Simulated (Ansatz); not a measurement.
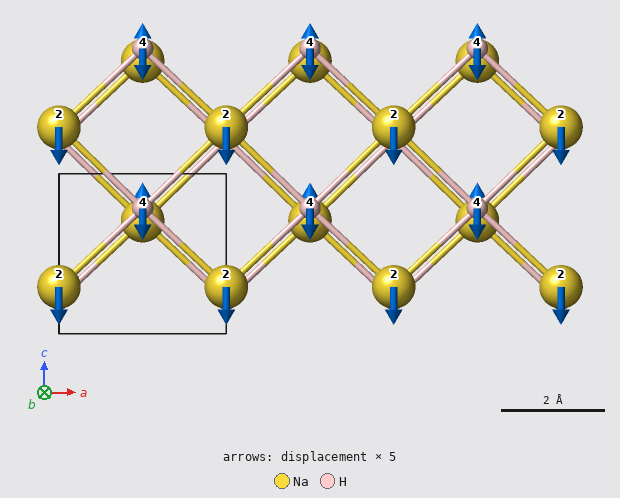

This is a relaxation of a crystal of NaH (a generated structure, set up in Pmmn) (coarse preliminary run). The starting structure is drawn; blue arrows show the displacements (the part carried along by the change of the cell is left out), magnified 5 times.

The picture is a ball-and-stick view of the cell of the calculation, repeated 3 × 1 × 2 with one cell outlined, seen along the b axis.

All numbers below come from DFT PBE, scalar-relativistic, plane waves, PAW in Ansatz 0.2.0. Settings: plane-wave cutoff 420 eV; k-point mesh 6 × 4 × 6; occupations gaussian; smearing width 0.1 eV; no spin polarisation; cell and atoms relaxed; force threshold 0.04 eV/Å; at most 70 steps.

Q: Describe the change and its energy.

A: The largest moves relative to the cell, 0.15 Å, are those of Na atoms. By element the largest moves are Na 0.15 Å, H 0.12 Å. Cell: a 3.271 → 3.412 Å (+4.3 %), b 4.477 → 4.817 Å (+7.6 %), c 3.120 → 3.404 Å (+9.1 %). Volume +22.4 %. Some distances before and after: Na–Na 3.059 → 3.411 Å, Na–Na 3.120 → 3.404 Å, H–Na 2.244 → 2.409 Å, Na–Na 3.271 → 3.412 Å. Among the angles between lasting bonds that change: H–Na–H 167.6° → 179.6°, Na–H–Na 167.6° → 179.6°, Na–H–Na 94.3° → 89.9°. The space group stays Pmmn (No. 59). Over 3 accepted moves (4 points after the start) the energy falls by 0.248 eV per cell of the calculation. The largest force component goes from 0.2 to 0.0066 eV/Å. Pressure: 7.16 GPa at the start and 0.20 GPa at the end. At 1 point the geometry stayed and the basis and grid were re-selected for the new cell (energy shift of 9.1 meV per cell of the calculation at most each time).
